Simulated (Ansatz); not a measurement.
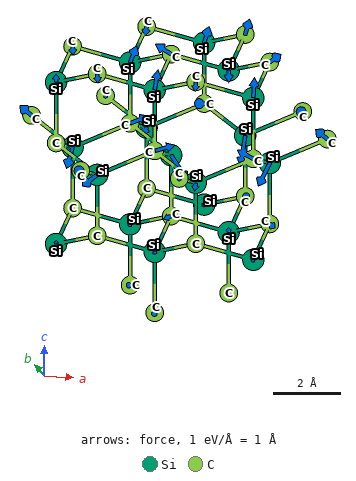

Starting geometry of a defect cell of composition Si36C35 (coarse preliminary run) with the computed forces as blue arrows. Style: ball-and-stick. Shown: the atoms within 5.0 Å of the atom that moves most (axes of the cell of the calculation), from a free direction.

Case: C vacancy (site b), charge +0, atoms relaxed at the host's cell.

Level of theory: DFT PBE, scalar-relativistic, plane waves, PAW (Ansatz 0.2.0). Set-up: plane-wave cutoff 420 eV; k-point mesh 1 × 1 × 1; occupations gaussian; smearing width 0.01 eV; no spin polarisation; atoms relaxed in a fixed cell; force threshold 0.025 eV/Å; at most 45 steps.

Q: Is this structure relaxed? If not, where do the atoms go?

A: It isn't relaxed: the largest force vector, on Si atoms, is 1.00 eV/Å. The final displacements follow the starting forces only in part (cosine between the two patterns 0.80). The largest moves, 0.077 Å, are those of Si atoms. By element the largest moves are Si 0.077 Å, C 0.049 Å. The lattice vectors keep their values. Some distances before and after: C–Si 1.893 → 1.939 Å, C–Si 1.907 → 1.929 Å, C–Si 1.907 → 1.888 Å, C–Si 1.893 → 1.912 Å. Bond angles that change, for instance: Si–C–Si 109.4° → 106.7°, C–Si–C 109.5° → 107.2°, Si–C–Si 109.4° → 111.5°. The energy falls by 0.334 eV per cell of the calculation in 5 geometry steps. The largest force component goes from 0.85 to 0.0027 eV/Å. Cost: 28 s on 4 threads of Arm Neoverse V1, with other jobs on the host, peak memory 0.81 GiB.
